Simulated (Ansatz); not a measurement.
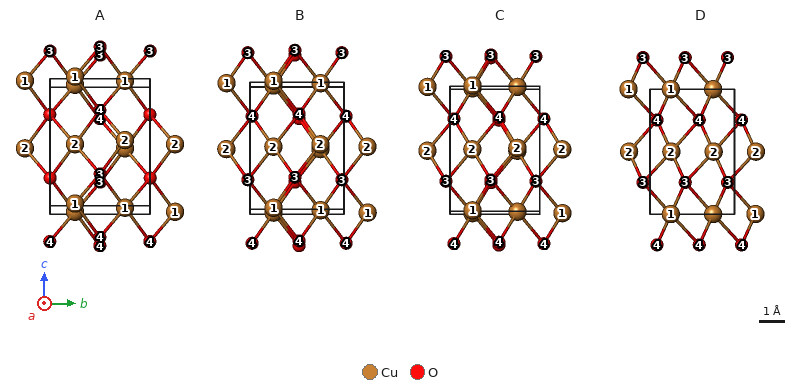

4 geometries from one relaxation of crystalline CuO (set up in Cc) (coarse preliminary run), in shuffled order. The picture is a ball-and-stick view of the conventional cell (2 times the calculation's cell), seen along the a axis. Lengths and directions refer to the drawn axes.

These are results of DFT r2SCAN, scalar-relativistic, plane waves, PAW (Ansatz), not measurements. Set-up: plane-wave cutoff 500 eV; k-point mesh 8 × 8 × 4; occupations gaussian; smearing width 0.1 eV; collinear spin; cell and atoms relaxed; force threshold 0.05 eV/Å; at most 80 steps.

Question: Order the frames from highest to lowest energy.

Answer: D, C, B, A. They are steps 0, 2, 3, 8, at +48.1 meV per atom, +16.1 meV per atom, +8.1 meV per atom relative to the last. Over 6 accepted moves (8 points after the start) the energy falls by 48.1 meV per atom. The largest force component goes from 0.69 to 0.0089 eV/Å. Pressure: 0.14 GPa at the start and −0.03 GPa at the end. The SCF was repeated twice at an unchanged geometry on a basis and grid sized afresh for the cell, which shifted the energy by 1.9 meV per atom at most. The largest moves relative to the cell, 0.34 Å, are those of O3 and O4. O3 goes along +b. By element the largest moves are O 0.34 Å, Cu 0.03 Å. Cell: a 4.689 → 4.113 Å (−12.3 %), b 3.427 → 4.055 Å (+18.3 %), c 5.132 → 5.160 Å (+0.5 %), β 99.7° → 89.7°. Volume +5.8 %. Near-neighbour distances that change, for instance: Cu1–O3 2.019 → 1.937 Å, Cu1–O4 1.977 → 1.936 Å, Cu1–O4 (another image) 1.907 → 1.937 Å. Bond angles that change, for instance: Cu1–O3–Cu2 146.0° → 116.3°, Cu1–O3–Cu2 101.7° → 115.8°, Cu1–O3–Cu2 106.3° → 115.9°. Within 0.06 Å the space group is Cc at the start and Cccm at the end; at a tighter tolerance small leftover displacements or strains of the cell lower it.
